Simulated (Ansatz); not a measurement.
Bi₂Se₃: several calculations on one system

Part 1: Relaxation

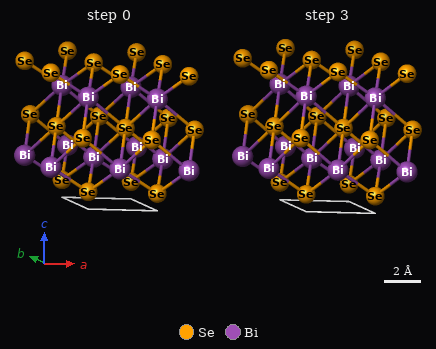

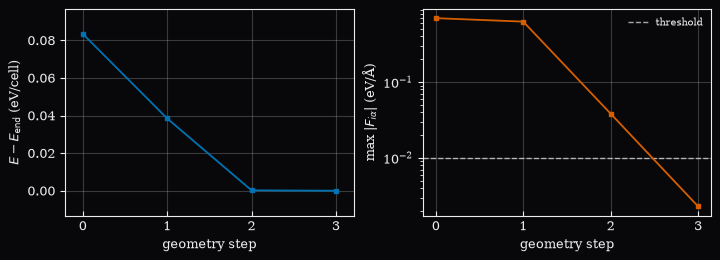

First and last geometry of a relaxation of a slab of composition Bi2Se3, with the history of the run. A ball-and-stick model of the cell of the calculation, outlined in the plane, without the vacuum, seen slightly off an axis.

Case: biaxial strain -0.040, atoms relaxed.

Method: DFT PBE+D3(BJ), scalar-relativistic, plane waves, PAW in Ansatz.

Input file:
```yaml
crystal:
  lattice:
    - [3.9593707967, 0.0, 0.0]
    - [-1.9796853983, 3.4289156929, 0.0]
    - [0.0, 0.0, 39.9824371327]
  atoms:
    - { symbol: Se, position: [0.0, 0.0, 0.4120204152] }
    - { symbol: Bi, position: [0.3333333333, 0.6666666667, 0.4515306527] }
    - { symbol: Se, position: [0.6666666667, 0.3333333333, 0.5] }
    - { symbol: Bi, position: [0.0, 0.0, 0.5484693473] }
    - { symbol: Se, position: [0.3333333333, 0.6666666667, 0.5879795848] }
  periodic: [true, true, false]
basis:
  ecutwfc: 420
kpoints:
  mp_grid: { grid: [12, 12, 1] }
  band_path:
    path:
      - [0, 0, 0]
      - [0.5, 0, 0]
      - [0.3333333333333, 0.3333333333333, 0]
      - [0, 0, 0]
    npoints: 8
hamiltonian:
  xc: pbe
  dispersion: d3bj
scf:
  occupations: { method: gaussian, width: 0.02 }
output:
  forces: true
  stress: true
  eigenvalues: true
  write_density: true
  write_potential: true
  elf: true
  volumetric_format: npy
relax:
  adjacent_minimum: "off"
  f_tol: 0.01
  max_steps: 40
```

Command:
```bash
ansatz run input.yaml --threads 4 --pin off --max-ram 10240MiB --backend cpu --events-out ev --progress --plain --runs-dir out
```

Q: Did the run converge, and what did it change?

A: It converged. The largest moves, 0.15 Å, are those of Se1 and Se5. Se5 goes along the normal (+c). Largest moves by element: Se 0.15 Å, Bi 0.07 Å. The cell stays as it was. Among the contacts that change: Bi4–Se5 2.779 → 2.826 Å, Bi2–Se3 2.997 → 3.041 Å. After 3 geometry steps the energy has fallen by 83.5 meV per cell of the calculation. The largest force component goes from 0.7 to 0.0023 eV/Å. Cost: 57 s on 4 threads of Intel(R) Xeon(R) Platinum 8488C (Sapphire Rapids), with other jobs on the host, peak memory 1.2 GiB.

| step | E − E(0), meV/atom | largest force component, eV/Å |
| --- | --- | --- |
| 0 | 0.00 | 0.6968 |
| 1 | -9.00 | 0.6275 |
| 2 | -16.65 | 0.0383 |
| 3 | -16.69 | 0.0023 |

Part 2: Relaxation

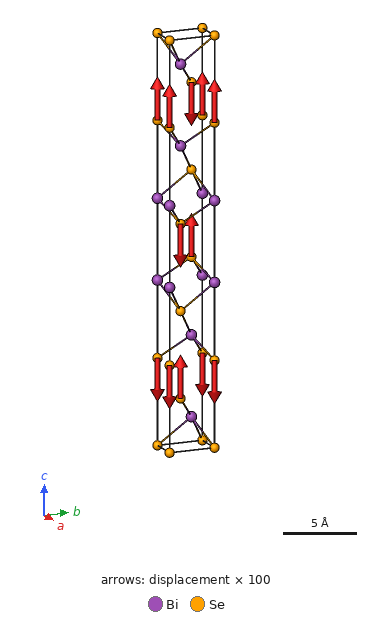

A relaxation of solid Bi2Se3 (set up in R-3m). The starting structure is drawn; red arrows show the displacements (the part carried along by the change of the cell is left out), magnified 100 times.

A ball-and-stick model of the conventional cell (3 times the calculation's cell), seen slightly off an axis. Lengths and directions refer to the drawn axes.

Method: Ansatz, DFT PBE+D3(BJ), scalar-relativistic, plane waves, PAW.

Input
```yaml
crystal:
  lattice:
    - [2.0714992968, 1.1959806766, 9.54533]
    - [-2.0714992968, 1.1959806766, 9.54533]
    - [0.0, -2.3919613533, 9.54533]
  atoms:
    - { symbol: Bi, position: [0.4008, 0.4008, 0.4008] }
    - { symbol: Bi, position: [0.5992, 0.5992, 0.5992] }
    - { symbol: Se, position: [0.0, 0.0, 0.0] }
    - { symbol: Se, position: [0.2117, 0.2117, 0.2117] }
    - { symbol: Se, position: [0.7883, 0.7883, 0.7883] }
basis:
  ecutwfc: 420
kpoints:
  mp_grid: { grid: [12, 12, 12] }
hamiltonian:
  xc: pbe
  dispersion: d3bj
scf:
  occupations: { method: gaussian, width: 0.01 }
output:
  forces: true
  stress: true
  eigenvalues: true
  write_density: true
  write_potential: true
  elf: true
  volumetric_format: npy
relax:
  adjacent_minimum: "off"
  f_tol: 0.005
  max_steps: 80
  cell: { stress_tol: 0.05 }
```

Run as
```bash
ansatz run input.yaml --threads 4 --pin off --max-ram 10240MiB --backend cpu --events-out ev --progress --plain --runs-dir out
```

Atoms of which element are displaced furthest, and by how much?

Answer. Selenium: up to 0.031 Å, against 0.000 Å for bismuth.

Describe the change and its energy.

Answer. The largest moves relative to the cell, 0.031 Å, are those of Se4 and Se5. Se5 goes along +c. Bi stays in place. Cell: a = b unchanged at 4.143 Å, c 28.636 → 28.487 Å (−0.5 %). Volume −0.5 %. Near-neighbour distances that change, for instance: Bi1–Se5 2.851 → 2.863 Å, Bi1–Se3 3.075 → 3.069 Å. The space group stays R-3m (No. 166). The energy falls by 4.3 meV per cell of the calculation in 3 accepted moves (5 points after the start). Largest force component: 0.16 eV/Å at the start, 0.0033 eV/Å at the end. Pressure: 0.19 GPa at the start and 0.00 GPa at the end. The line search rejected the trial step at point 1 of the run. At 1 point the geometry stayed and the basis and grid were re-selected for the new cell (energy shift of 0.1 meV per cell of the calculation at most each time). The run took 2.2 min on 4 threads of Intel(R) Xeon(R) Platinum 8488C (Sapphire Rapids), on a shared host, peak memory 1.2 GiB.

Part 3: A change

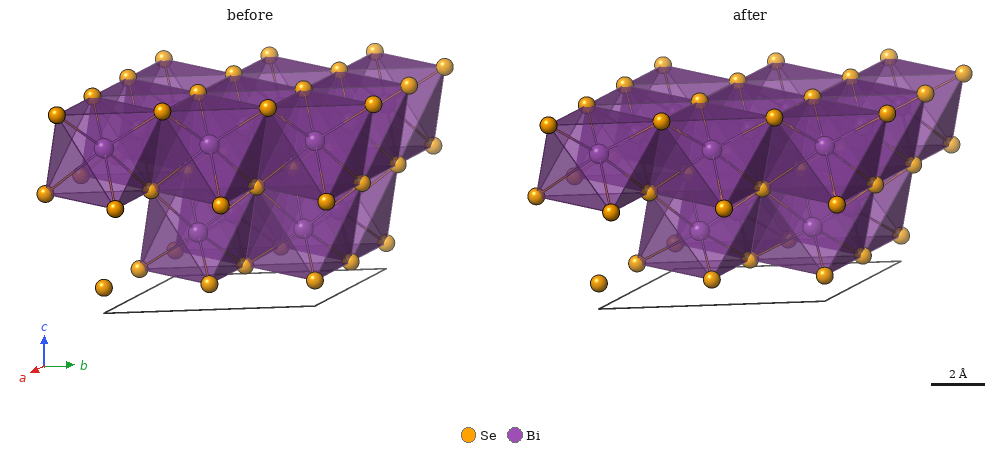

Left: a slab of composition Bi2Se3 (cut from the R-3m phase). Right: the same structure after one change, at the same scale. Style: polyhedral. Shown: the 2 × 2 repeat of the cell, outlined in the plane, without the vacuum, slightly off an axis.

All numbers below come from DFT PBE+D3(BJ), scalar-relativistic, plane waves, PAW (Ansatz). Set-up: plane-wave cutoff 420 eV; k-point mesh 12 × 12 × 1; occupations gaussian; smearing width 0.02 eV; no spin polarisation.

What was changed?

The sheet is strained in its plane (biaxially) by +7.0 %. The atoms are relaxed.

What does the change do?

It costs 67.4 meV per atom. In the plane the drawn cell goes a 8.249 → 8.826 Å (+7.0 %), b 8.249 → 8.826 Å (+7.0 %). The largest moves relative to the cell and the layer's centre, 0.27 Å, are those of Se atoms. By element the largest moves are Se 0.27 Å, Bi 0.12 Å. Among the bonded contacts that change: Bi–Se 2.858 → 2.920 Å, Bi–Se 3.070 → 3.132 Å. The space group stays P-3m1 (No. 164).

Part 4: Series

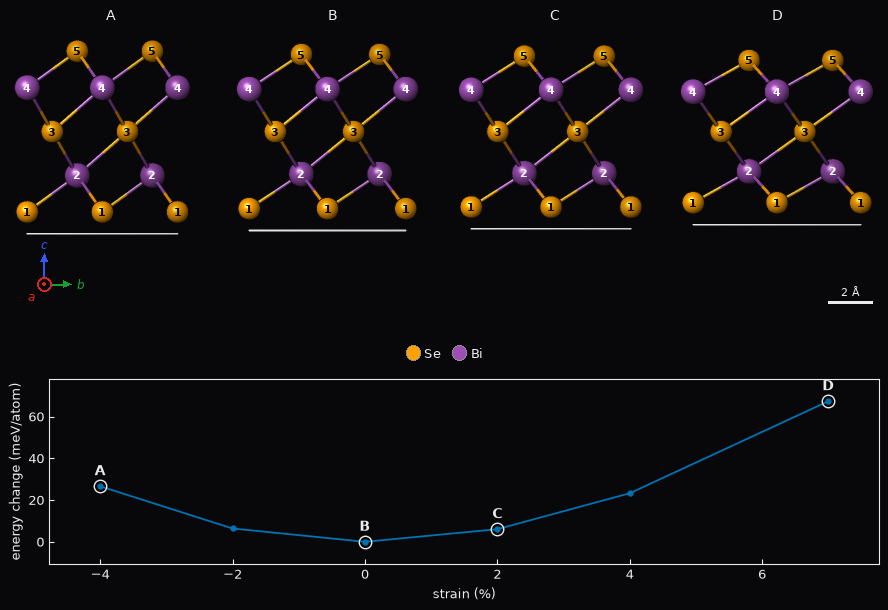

Members of a series of calculations on a slab of composition Bi₂Se₃ (cut from the R-3m phase), marked on the first curve. Style: ball-and-stick. Shown: the 2 × 2 repeat of the cell, outlined in the plane, without the vacuum, along the a axis.

Computed with Ansatz 0.2.0, DFT PBE+D3(BJ), scalar-relativistic, plane waves, PAW. Set-up: plane-wave cutoff 420 eV; k-point mesh 12 × 12 × 1; occupations gaussian; smearing width 0.02 eV; no spin polarisation.

Q: Describe the series.

A: A sheet under strain in its plane, biaxially. A (strain −4.0 %): energy change 26.6 meV/atom. B (strain 0.0 %): energy change 0.0 meV/atom. C (strain 2.0 %): energy change 6.1 meV/atom. D (strain 7.0 %): energy change 67.4 meV/atom. The rest compares A with D. In the plane the drawn cell goes a 7.919 → 8.826 Å (+11.5 %), b 7.919 → 8.826 Å (+11.5 %). Some distances before and after: Bi–Se 2.826 → 2.920 Å, Bi–Se 3.041 → 3.132 Å.
